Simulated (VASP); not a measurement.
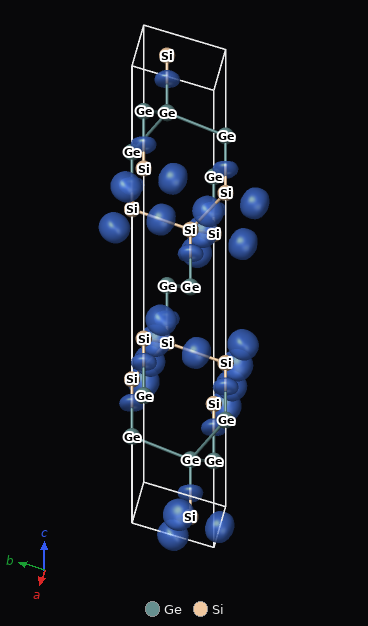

SiGe. Isosurface of the ELF at 0.85 (blue), seen at an oblique angle. Only the valence region is drawn (cores and ρ < 0.01 e/Å³ removed). Sticks mark near contacts.

Space group R-3m.

All numbers below come from Kohn-Sham DFT of a periodic cell, r2SCAN, VASP PAW PBE potentials, recommended (VASP).

In a PAW calculation such maps are meaningful between the atoms, not at the nuclei.

```xyz
12
Lattice="2.7730 0.0000 2.7730 -2.7730 2.7730 0.0000 -11.0912 -11.0912 11.0912" Properties=species:S:1:pos:R:3 pbc="T T T"
Ge   -2.0967   -2.0967    2.0967
Ge   -4.8693   -4.8694    7.6424
Ge  -10.4152   -7.6421   10.4152
Ge   -0.6759   -0.6759    3.4489
Ge   -6.2216   -3.4486    6.2215
Ge   -8.9945   -6.2214   11.7674
Si    0.7095    0.7095    2.0635
Si   -4.8362   -2.0632    4.8361
Si   -7.6091   -4.8360   10.3820
Si   -3.4821   -3.4821    3.4821
Si   -6.2547   -6.2548    9.0278
Si  -11.8006   -9.0275   11.8006
```

Where are the electrons localised?

Answer. The surface consists of six regions between bonded Ge–Si atoms (shared pairs) and nine regions between bonded Si–Si atoms (shared pairs), counted in one cell of 12 atoms. Regions shared between cells count once. Profiles from the grid: Si–Si (2.38 Å): the ELF peaks at about 0.95 between the atoms; localised, covalent bonding. Si–Ge (2.40 Å): the ELF peaks at about 0.95 between the atoms; a shared electron pair.

Does the calculation make it a metal, or give it a gap?

Answer. It is gapped, with a Kohn–Sham gap of 0.62 eV on the k-point mesh, an upper bound to the gap of this method.
